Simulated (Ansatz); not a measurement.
## SrO (Fm-3m): refractive index against wavelength

The refractive index of SrO (Fm-3m) below the direct gap (3.38 eV on the mesh) is read from one computed spectrum, n = √(Re ε).

Cell: a, b, c = 3.629, 3.629, 3.629 Å (primitive vectors), 2 atoms.

Method: Ansatz 0.2.0, PBE, independent particles, k-mesh 10×10×10 with interpolation inside its cells, Gaussian parameter 0.1 eV.

Launch of the response step: `ansatz run input.yaml --threads 4 --pin off --max-ram 8192MiB --backend cpu --events-out ev --progress --plain --runs-dir out`. The run took 3 s, on 4 threads of Intel(R) Xeon(R) Platinum 8488C (Sapphire Rapids) (shared host).

```
wavelength (nm)  photon energy E (eV)       n
           1550                 0.800  1.9952
           1310                 0.946  1.9988
           1064                 1.165       ?
            850                 1.459  2.0171
            700                 1.771  2.0333
            633                 1.959  2.0454
            532                 2.331  2.0761
```

In the single-oscillator model n² − 1 = E₀E_d/(E₀² − E²), so 1/(n² − 1) = E₀/E_d − E²/(E₀E_d) is linear in E².

Working, on the rows shown:

| x = E² (eV²) | y = 1/(n² − 1) |
| --- | --- |
| 0.639837 | 0.335478 |
| 0.895757 | 0.333867 |
| 2.12762 | 0.325872 |
| 3.13716 | 0.31905 |
| 3.83641 | 0.314104 |
| 5.43137 | 0.302097 |

Means: x̄ = 2.678, ȳ = 0.32174. Σ(x − x̄)(y − ȳ) = -0.1161, Σ(x − x̄)² = 16.77. Slope = -0.1161 / 16.77 = -0.006921; intercept = ȳ − slope · x̄ = 0.34028. Turned back into n, the line misses the rows shown by at most 0.0016.

Q: What does the fit predict for the withheld row, and how well does it do?

A: At x = 1.3578 the line gives y = 0.33088, that is 2.0055. The run gave 2.0055, so the interpolation holds to the digits printed.

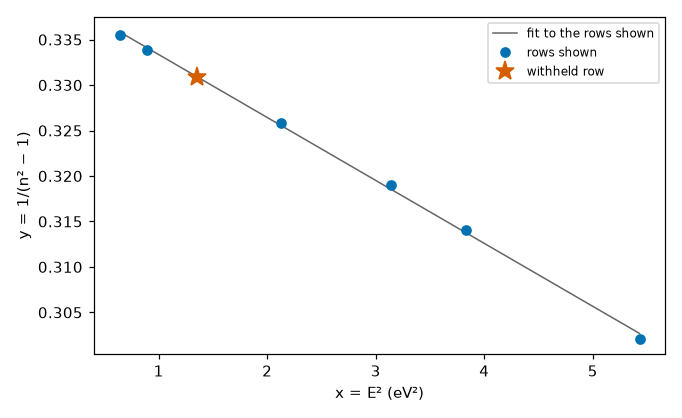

Refitted with all rows, the slope is -0.006923 and the intercept 0.34029. These give E₀ = √(intercept/−slope) = 7.01 eV and E_d = E₀/intercept = 20.6 eV; E₀ is 2.1 times the direct gap. The electronic limit at long wavelengths, without lattice vibrations, is n = √(1 + 1/intercept) = 1.985. The cell comes from an older database entry, whose edges can be off by a per cent or so. Excitons are left out and so are local fields; PBE gaps are as a rule too small. Spin-orbit coupling is left out.

[Logs are printed without paths, hosts, clocks, repeated set-up lines and the standing remarks that a program may print on its own settings, such as how far it seeks lower states.]
